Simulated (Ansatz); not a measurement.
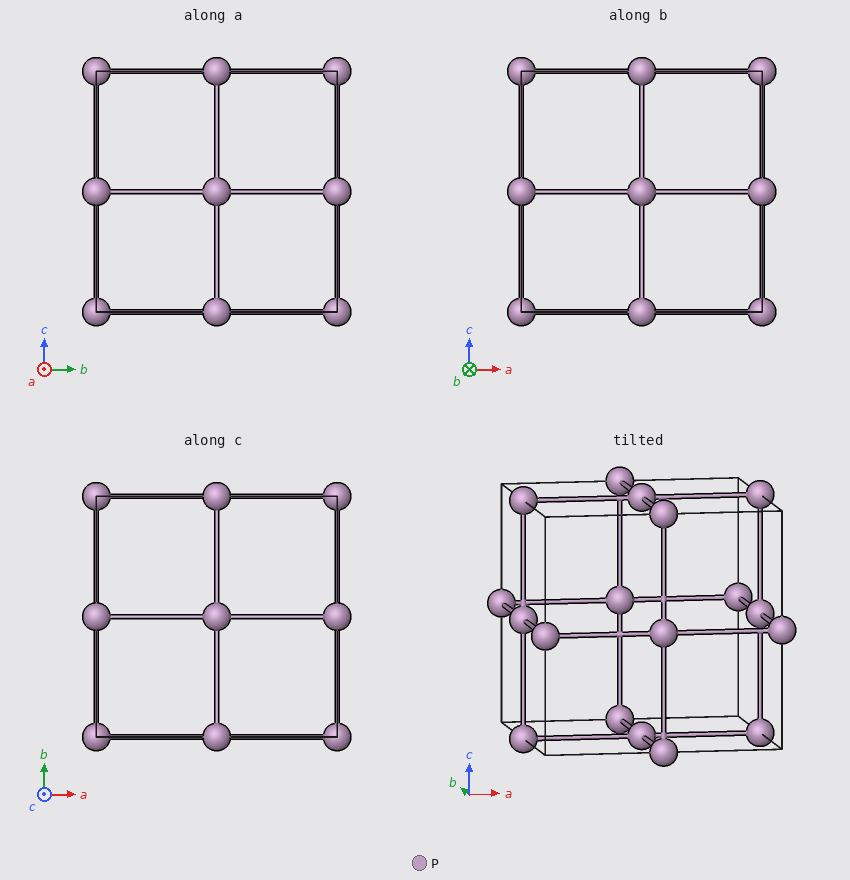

Shown here is a ball-and-stick view of the crystal, taken along the a axis, along the b axis, along the c axis and slightly off an axis. One conventional unit cell is framed, with atoms on its boundary repeated.

Lattice parameters: a = 4.6728 Å, b = 4.6728 Å, c = 4.6728 Å, α = 90.000°, β = 90.000°, γ = 90.000°.

Set out the cell and atoms as a CIF with its space group and independent sites.

Answer.
```cif
data_structure
_symmetry_space_group_name_H-M 'I m -3 m'
_symmetry_Int_Tables_number 229
_cell_length_a 4.6728
_cell_length_b 4.6728
_cell_length_c 4.6728
_cell_angle_alpha 90.000
_cell_angle_beta 90.000
_cell_angle_gamma 90.000
_cell_volume 102.03
loop_
_atom_site_label
_atom_site_type_symbol
_atom_site_symmetry_multiplicity
_atom_site_Wyckoff_symbol
_atom_site_fract_x
_atom_site_fract_y
_atom_site_fract_z
_atom_site_occupancy
P1 P 6 b 0.5000 0.0000 0.0000 1
```

The structure was taken from a random cell made by a generator, so it need not be a real form of the element. The structure drawn was relaxed with DFT PBE, scalar-relativistic, plane waves, PAW (Ansatz).
